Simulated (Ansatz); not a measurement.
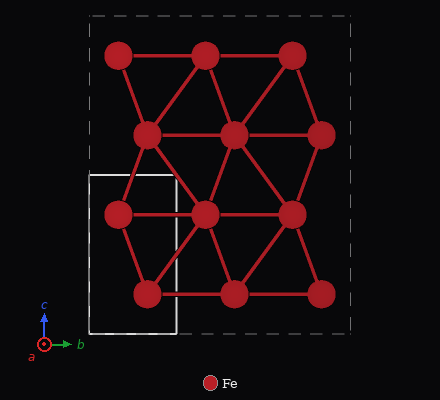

Fe (P6_3/mmc, No. 194): the input geometry of a calculation; the starting structure was generated, so it need not be a known form of this composition.

```yaml
crystal:
  lattice:
    - [2.47398, 0.00000, 0.00000]
    - [-1.23699, 2.14253, 0.00000]
    - [0.00000, 0.00000, 3.91256]
  atoms:
    - { symbol: Fe, position: [0.33333, 0.66667, 0.25000] }
    - { symbol: Fe, position: [0.66667, 0.33333, 0.75000] }
```

Q: What will a HAADF-like image along [100] show? Simulation: incoherent imaging, intensity Z^1.8 per atom, probe width 1.30 Å, thin sample. The probe carries 25 % of its weight in a tail 2.5 times as wide. The display is stretched by a gamma of 0.65; percentages refer to the linear signal. Shot noise was added.

A: The columns repeat on a rectangular net of 2.14 × 3.91 Å (plane group p2mg). All columns are alike (Fe). The shortest distance between visible columns is 2.08 Å in projection. Along the beam the structure repeats every 2.47 Å.

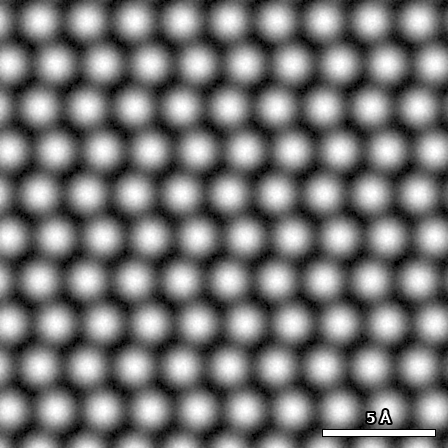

The simulated image.
